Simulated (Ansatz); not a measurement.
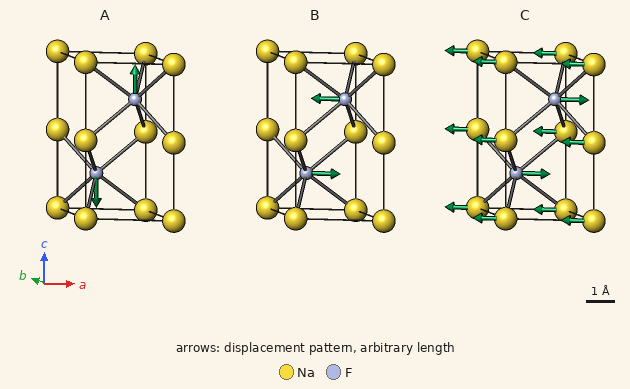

Three optical modes of solid NaF (a generated structure) at the zone centre, in no order (one member of each degenerate set). Displacements are drawn as green arrows; their common scale and sign are arbitrary. A ball-and-stick model of the cell of the calculation, seen slightly off an axis.

The calculation used DFT PBE, scalar-relativistic, plane waves, PAW (Ansatz 0.2.0). (plane-wave cutoff 420 eV; k-point mesh 12 × 12 × 4; occupations fixed; no spin polarisation)

Frequencies are those without the non-analytic (LO–TO) term.

Q: Rank the modes by frequency, softest first.

A: B (173 cm⁻¹), C (214 cm⁻¹), A (297 cm⁻¹). B, E₂g: The Na atoms stay at rest; all motion is along a; atoms of one kind move against one another, with no net shift of their sublattice. C, E₁u: The F sublattice moves against the Na sublattice, along a; the kinetic energy is shared as F 55 %, Na 45 %. A, B₁g: The Na atoms stay at rest; all motion is along c; atoms of one kind move against one another, with no net shift of their sublattice.
